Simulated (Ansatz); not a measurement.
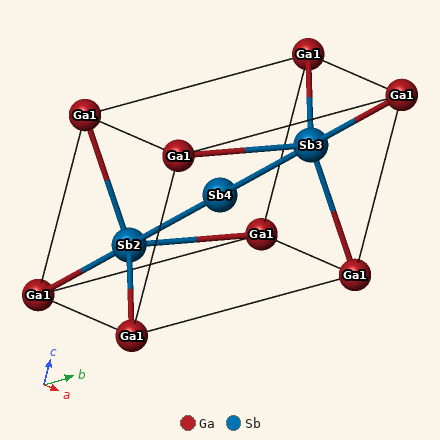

The system is GaSb₃ (Fm-3m, No. 225; 4 atoms in the cell); the picture shows the reference structure. 
- The energy is mapped over two homogeneous strains (x, y and z along the cube axes).
- Coordinates scanned: (1) engineering shear strain xz; (2) normal strain along z.
- Nothing is relaxed (fractional coordinates fixed).
- The grid has 7 × 7 points; 28 points were computed and 21 follow by symmetry.
- Points are written as (first, second).
- Energies are in meV/atom, from the lowest grid point.
- All numbers below come from DFT PBEsol, scalar-relativistic, plane waves, PAW in Ansatz. Settings: cutoff 420 eV, k-mesh 10×10×10, gaussian smearing 0.15 eV, no spin polarisation.

Its coordinates:

```
CELL_PARAMETERS angstrom
0.00000 3.64667 3.64667
3.64667 0.00000 3.64667
3.64667 3.64667 0.00000
ATOMIC_POSITIONS crystal
Ga 0.00000 0.00000 0.00000
Sb 0.25000 0.25000 0.25000
Sb 0.75000 0.75000 0.75000
Sb 0.50000 0.50000 0.50000
```

Range: engineering shear strain xz from −8.0 to 8.0 %; normal strain along z from −11.0 to 11.0 %.

> What will the energy surface look like?

The lowest grid point is at (0.0 %, 0.0 %). No other kind of well shows on this grid. The highest grid point, (−8.0 %, −11.0 %), lies 112 meV/atom above the lowest. Round the minimum the two coordinates are nearly uncoupled.

| normal strain along z ↓, engineering shear strain xz → | −8.0 | −5.3 | −2.7 | 0.0 | 2.7 | 5.3 | 8.0 |
| --- | --- | --- | --- | --- | --- | --- | --- |
| 11.0 | 59 | 57 | 57 | 57 | 57 | 57 | 59 |
| 7.3 | 36 | 32 | 30 | 29 | 30 | 32 | 36 |
| 3.7 | 20 | 15 | 10 | 8 | 10 | 15 | 20 |
| 0.0 | 17 | 9 | 2 | 0 | 2 | 9 | 17 |
| −3.7 | 29 | 20 | 13 | 10 | 13 | 20 | 29 |
| −7.3 | 60 | 50 | 43 | 40 | 43 | 50 | 60 |
| −11.0 | 112 | 103 | 95 | 93 | 95 | 103 | 112 |

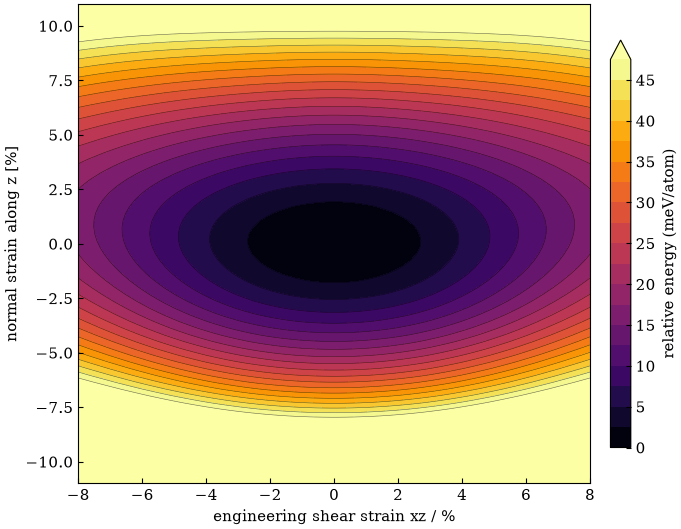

Drawn: filled contours, one colour for all values above the top of the scale. Between grid points the surface is interpolated.

Time for the 28 points that were run: 20 min on 2 threads of Arm Neoverse N1, with other jobs on the host.

PAW datasets: the set soft_1.
